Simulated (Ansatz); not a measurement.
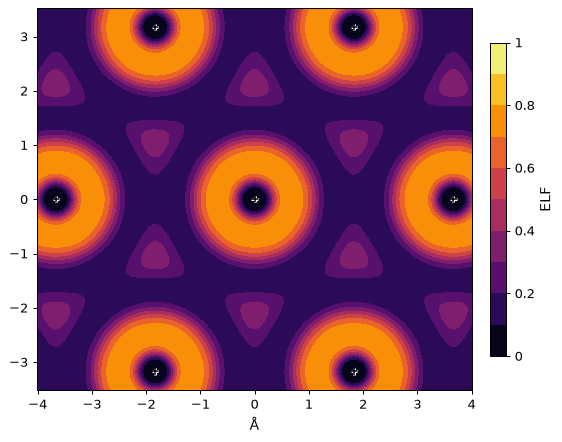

The electron localisation function on a plane through atoms (crosses mark nuclei in the plane).

These are results of Ansatz 0.2.0, DFT, LDA (PW92), plane waves (420 eV) with PAW, scalar-relativistic, not measurements.

Candidates:
A. Eu, a = 5.18 Å, b = 5.18 Å, c = 5.18 Å, α = 90.00°, β = 90.00°, γ = 90.00°. Space group Fm-3m; set up as Eu, fcc; a generated structure, not necessarily the stable one; no Hubbard U on the f states and no spin–orbit coupling; spin-polarised.
B. Mo, a = 5.64 Å, b = 5.64 Å, c = 5.64 Å, α = 90.00°, β = 90.00°, γ = 90.00°. Space group Fd-3m; set up as Mo, diamond; a generated structure, not necessarily the stable one; changed on purpose from its base cell (volume × 1.04); computed pressure about −4 GPa in this cell; computed without spin polarisation.
C. Zn, a = 5.76 Å, b = 5.76 Å, c = 5.76 Å, α = 90.00°, β = 90.00°, γ = 90.00°. Space group Fd-3m; set up as Zn, diamond; a generated structure, not necessarily the stable one; changed on purpose from its base cell (volume × 1.12); computed pressure about −4 GPa in this cell.

Which candidate gave the map?

Candidate A: Eu on the (111) plane of the conventional cell, which holds Eu. Eu–Eu (3.67 Å): the ELF is about 0.15 at the midpoint: no localised pair shows between them.
